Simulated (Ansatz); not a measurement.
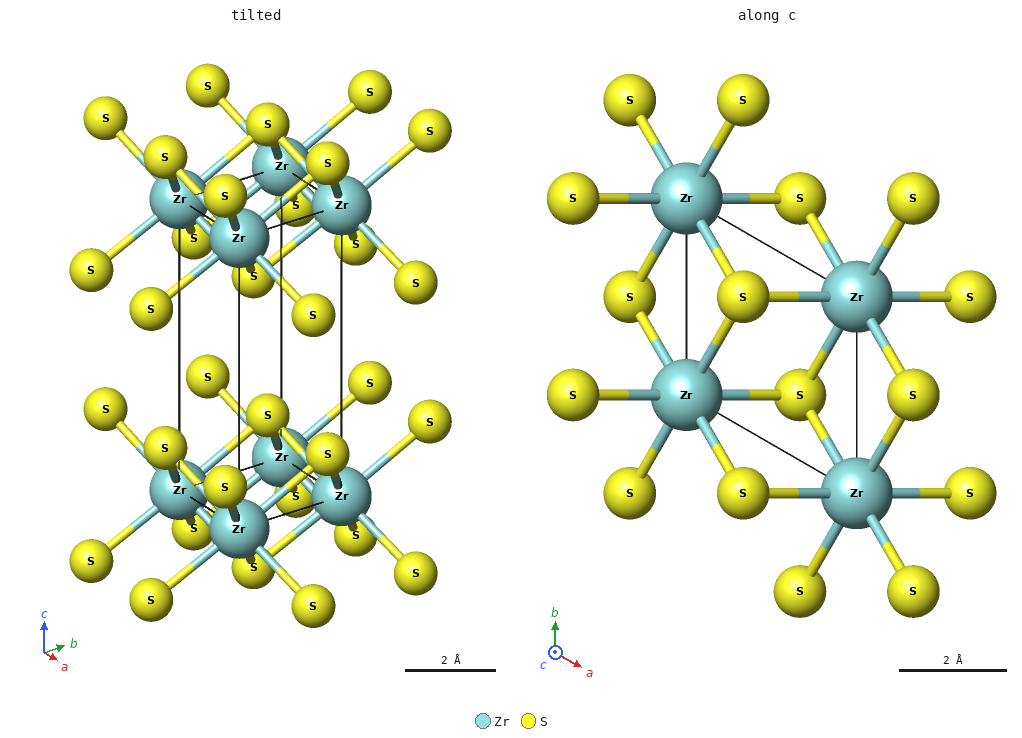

Structure drawing (ball-and-stick), viewed slightly off an axis and along the c axis. The wireframe shows the unit cell. Some neighbours outside the box are added.

The composition is ZrS₂.

What are the neighbours of Zr?

Six S in an octahedral arrangement at about 2.6 Å. Not all metal-metal contacts are counted.

Which atoms are bonded to S?

Three Zr in a trigonal pyramidal arrangement at about 2.6 Å.

What kind of network do the bonds form?

The bonds build ZrS2 layers parallel to (001).

Identify the parent structure behind the distortion.

Strictly the space group is P3m1 (No. 156, within 0.01 Å). It is a distorted form of a primitive hexagonal structure, space group P-3m1 (No. 164) within 0.25 Å: cadmium iodide (CdI₂, 1T) type.

The structure was taken from a structure type known for this compound. The cell was then strained or its atoms displaced on purpose. It was run through Ansatz as a DFT input.

At this level of theory the run's own cell isn't at rest (forces up to 0.7 eV/Å), so its distances can differ from those at equilibrium, the more so the softer the solid.
